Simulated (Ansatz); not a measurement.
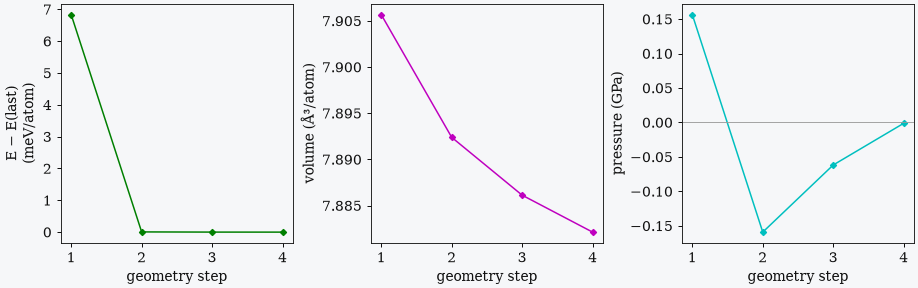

History of a geometry optimisation. Be (R-3m, 3 atoms in the cell); DFT r2SCAN, scalar-relativistic, plane waves, PAW (Ansatz 0.2.0); cutoff 500 eV, 21×21×8 k-mesh, Gaussian smearing of 0.1 eV. Atoms and cell relax. A closing SCF on a freshly chosen basis isn't drawn.

The optimisation met its thresholds at geometry 4, counting the start as the first. The energy fell by about 6.8 meV/atom from the first step to the last. All forces vanish by symmetry, so only the cell moves. The volume shrinks from 7.91 to 7.88 Å³ per atom (−0.3 %), as the pressure goes from 0.16 GPa to about 0 GPa.
